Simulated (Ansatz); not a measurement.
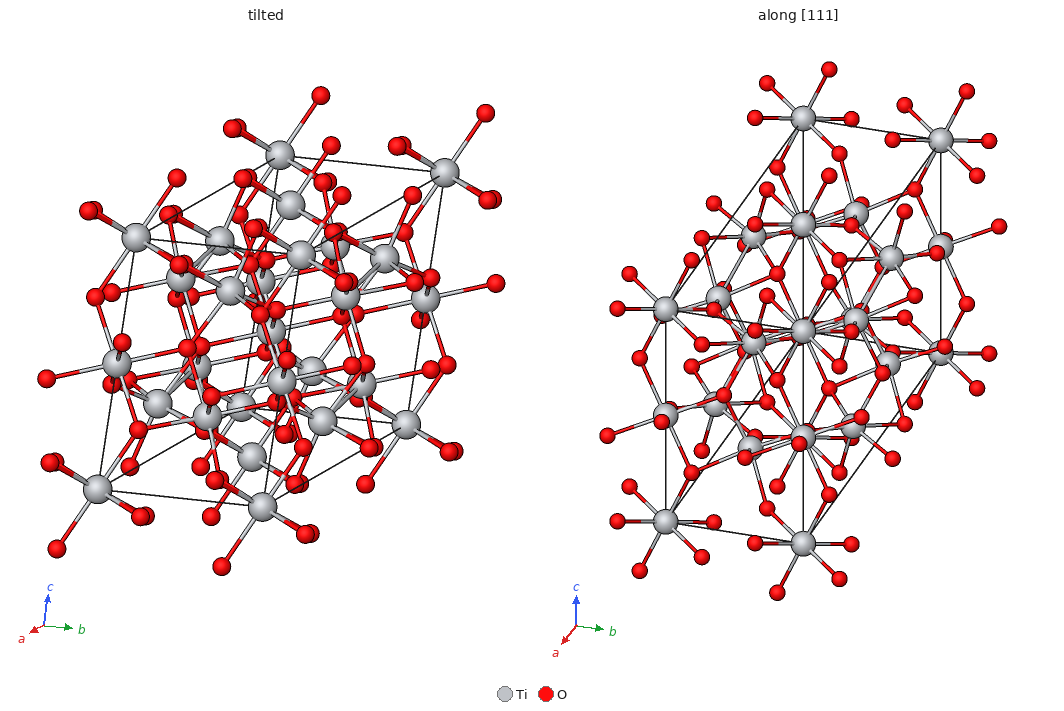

Shown here is a ball-and-stick view of the crystal, taken slightly off an axis and along [111]. One conventional unit cell is outlined, and atoms on its boundary appear in each equivalent place. Some neighbours outside the box are added. Cell: a = 10.189 Å, b = 5.046 Å, c = 7.201 Å, α = 90.00°, β = 112.32°, γ = 90.00°.

Notes on the structure:

- Formula: Ti₃O₅.
- The structure has C2/c (No. 15) symmetry and a base-centred monoclinic lattice.
- It has 32 atoms to the cell (12 Ti, 20 O).
- Neighbours within bonding distance: Ti 6 to 7 (mean 6.7) and O 3 to 4 (mean 3.6). Not all metal-metal contacts are counted.

It goes back to a structure listed in the Materials Project. The atoms were relaxed in a fixed cell with DFT PBEsol, scalar-relativistic, plane waves, PAW in Ansatz.

At this level of theory the run's own cell isn't at rest (stretched, at -5 GPa), so its distances can differ from those at equilibrium, the more so the softer the solid.
